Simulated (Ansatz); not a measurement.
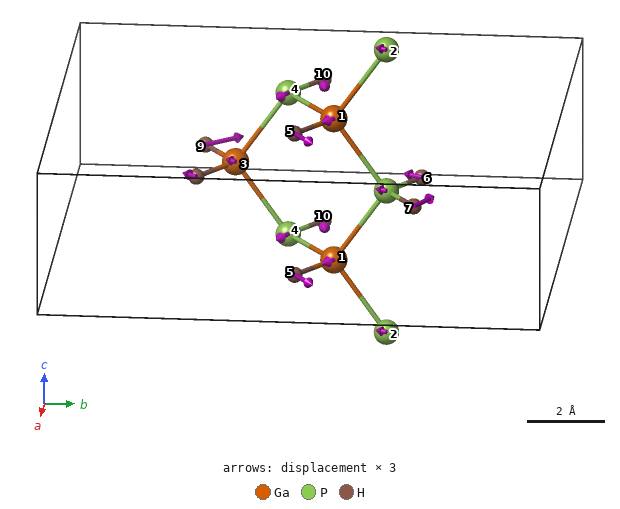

This is a relaxation of a wire of composition GaPH3. The starting structure is drawn; purple arrows show the displacements (the part carried along by the change of the cell is left out), magnified 3 times.

A ball-and-stick model of the cell of the calculation, with the vacuum cut short, seen from a free direction.

Case: wire along [1 1 0], 4 atoms a period, capped with H.

These are results of DFT PBE, scalar-relativistic, plane waves, PAW (Ansatz 0.2.0), not measurements.

Input file:
```yaml
crystal:
  lattice:
    - [13.5, 0.0, 0.0]
    - [0.0, 15.2, 0.0]
    - [0.0, 0.0, 3.8926748904]
  atoms:
    - { symbol: Ga, position: [0.572086572, 0.5481207548, 0.0] }
    - { symbol: P, position: [0.572086572, 0.6386647289, 0.5] }
    - { symbol: Ga, position: [0.427913428, 0.3670328067, 0.5] }
    - { symbol: P, position: [0.427913428, 0.4575767807, 0.0] }
    - { symbol: H, position: [0.6670421003, 0.4884865494, 0.0] }
    - { symbol: H, position: [0.486203228, 0.6926013988, 0.5] }
    - { symbol: H, position: [0.6579699161, 0.6926013988, 0.5] }
    - { symbol: H, position: [0.5228689563, 0.3073986012, 0.5] }
    - { symbol: H, position: [0.3329578997, 0.3073986012, 0.5] }
    - { symbol: H, position: [0.3420300839, 0.5115134506, 0.0] }
basis:
  ecutwfc: 420
kpoints:
  mp_grid: { grid: [1, 1, 9] }
hamiltonian:
  xc: pbe
scf:
  occupations: { method: gaussian, width: 0.05 }
output:
  forces: true
  stress: true
  eigenvalues: true
  populations: true
  write_density: true
  write_potential: true
  elf: true
  volumetric_format: npy
relax:
  adjacent_minimum: "off"
  f_tol: 0.02
  max_steps: 45
  cell: { fix: [a, b, alpha, beta, gamma], stress_tol: 0.03 }
```

Launched with:
```bash
ansatz run input.yaml --threads 4 --pin off --max-ram 11264MiB --backend cpu --events-out ev --progress --plain --runs-dir out
```

> Atoms of which element are displaced furthest, and by how much?

Hydrogen: up to 0.41 Å, against 0.20 Å for phosphorus.

> Describe the change and its energy.

The atom that moves furthest relative to the layer's centre is H9 (0.41 Å). Largest moves by element: H 0.41 Å, P 0.20 Å, Ga 0.15 Å. Along the periodic axis the drawn cell goes c 3.893 → 3.965 Å (+1.9 %). Near-neighbour distances that change, for instance: Ga1–P4 2.384 → 2.330 Å, Ga3–P4 2.384 → 2.428 Å, Ga1–P2 2.384 → 2.415 Å, Ga1–H5 1.570 → 1.557 Å. Bond angles that change, for instance: H8–Ga3–H9 109.5° → 124.4°, P4–Ga1–H5 109.5° → 120.4°, H6–P2–H7 109.5° → 98.9°. Over 9 accepted moves (10 points after the start) the energy falls by 0.201 eV per cell of the calculation. The largest force component goes from 0.69 to 0.016 eV/Å. The SCF was repeated once at an unchanged geometry on a basis and grid sized afresh for the cell, which shifted the energy by 1.9 meV per cell of the calculation at most. Cost: 49 s on 4 threads of Arm Neoverse V2, on a shared host, peak memory 1.1 GiB.
